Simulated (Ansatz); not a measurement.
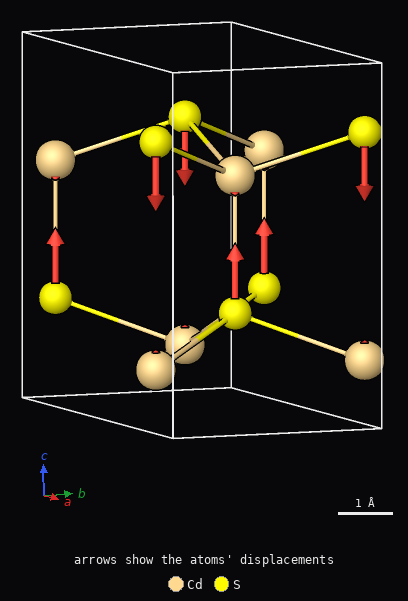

One vibrational mode of crystalline CdS (a generated structure) at the zone centre. The red arrows give the relative displacements of the atoms. The picture is a ball-and-stick view of the conventional cell (2 times the calculation's cell), seen slightly off an axis. Lengths and directions refer to the drawn axes.

The calculation used DFT PBE, scalar-relativistic, plane waves, PAW (Ansatz 0.2.0). Set-up: plane-wave cutoff 420 eV; k-point mesh 8 × 8 × 4; occupations fixed; no spin polarisation.

Frequencies are those without the non-analytic (LO–TO) term.

> Give the symmetry, activity and frequency of this mode.

This is the A′ mode at 34.7 meV, the highest optical level, infrared- and Raman-active by symmetry. All motion is along c; atoms of one kind move against one another, with no net shift of any sublattice; it stretches the shortest Cd–S bonds (2.57 Å); the kinetic energy is shared as S 98 %, Cd 2 %.
